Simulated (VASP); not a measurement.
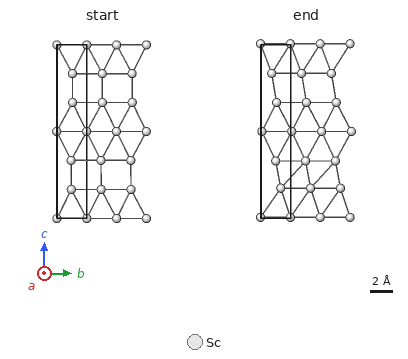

The structure of crystalline Sc (set up in P1) before (left) and after (right) a relaxation, at one scale.

The picture is a ball-and-stick view of the cell of the calculation, repeated 1 × 3 × 1 with one cell outlined, seen along the a axis.

The run lets the atoms move in a fixed cell, from a rattled start. 1 atoms are held fixed.

Level of theory: Kohn-Sham DFT of a periodic cell, PBE with D3, VASP PAW PBE potentials, recommended in VASP.

Input file:
```
ALGO = Normal
EDIFF = 1E-7
EDIFFG = -0.01
ENCUT = 520
GGA = PE
IBRION = 2
ISIF = 2
ISMEAR = 1
IVDW = 11
LASPH = True
LCHARG = False
LREAL = False
LWAVE = False
NELM = 100
NSW = 60
PREC = Accurate
SIGMA = 0.2
```

Launched with:
```bash
cat potpaw_PBE.64/Sc_sv/POTCAR > POTCAR
mpirun -np 1 vasp_std > vasp.out
```

> Describe what moved and what it gained.

The run was cut off at its time limit before the relaxation converged, so the last structure is only a point on the way. The largest move is that of a Sc atom, 0.60 Å roughly along [1 1 0]. The cell stays as it was. Near-neighbour distances that change, for instance: Sc–Sc 3.909 → 3.487 Å, Sc–Sc 3.219 → 2.903 Å, Sc–Sc 3.118 → 3.393 Å, Sc–Sc 3.148 → 3.414 Å. The space group stays P1 (No. 1). Over 12 geometry steps the energy falls by 112 meV per atom. The largest force component goes from 0.06 to 3.4 eV/Å.
